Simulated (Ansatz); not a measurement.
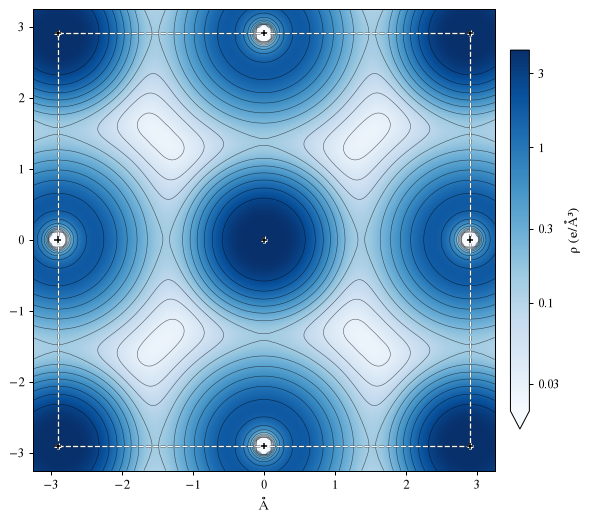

The valence electron density on a plane through atoms (crosses mark nuclei in the plane).

These are results of Ansatz, DFT PBE, scalar-relativistic, plane waves, PAW, not measurements.

Candidates:
A. KCl, a = 5.81 Å, b = 5.81 Å, c = 5.81 Å, α = 90.00°, β = 90.00°, γ = 90.00°. Space group Fm-3m; changed on purpose from its base cell (strain -0.080 along x and y, -0.080 along z, atoms carried along); computed pressure about 9 GPa in this cell.
B. CdF2, a = 3.19 Å, b = 3.19 Å, c = 13.29 Å, α = 90.00°, β = 90.00°, γ = 120.00°. Space group R-3m; not relaxed (largest force 1.0 eV/Å); computed pressure about 24 GPa in this cell.

Q: Which system is this?

A: Candidate A: KCl on the (010) plane of the conventional cell, which holds K and Cl. K–Cl (2.90 Å): ρ is about 0.14 e/Å³ halfway.
